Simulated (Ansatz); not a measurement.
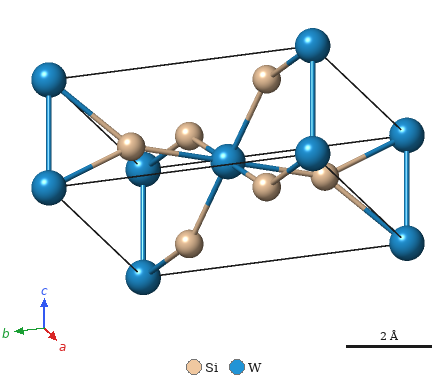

Structure drawing (ball-and-stick), viewed from a general direction. Thin lines show the conventional unit cell, with boundary atoms drawn in all their periodic places. Cell: a = 6.439 Å, b = 6.657 Å, c = 2.728 Å, α = 90.00°, β = 90.00°, γ = 90.00°.

It has the composition Si$_{2}$W. It belongs to space group Pnnm (No. 58) and has a primitive orthorhombic lattice. It has 6 atoms to the cell (4 Si, 2 W). Si is linked to three W at about 2.5 Å. W is surrounded by six Si and two W (about 2.5 Å to Si, 2.7 Å to W). The bonds build a three-dimensional framework.

Its origin is a textbook structure type filled with these elements (whether it is the usual form wasn't checked). The picture shows the end point of a geometry optimisation with DFT PBE, scalar-relativistic, plane waves, PAW (Ansatz).
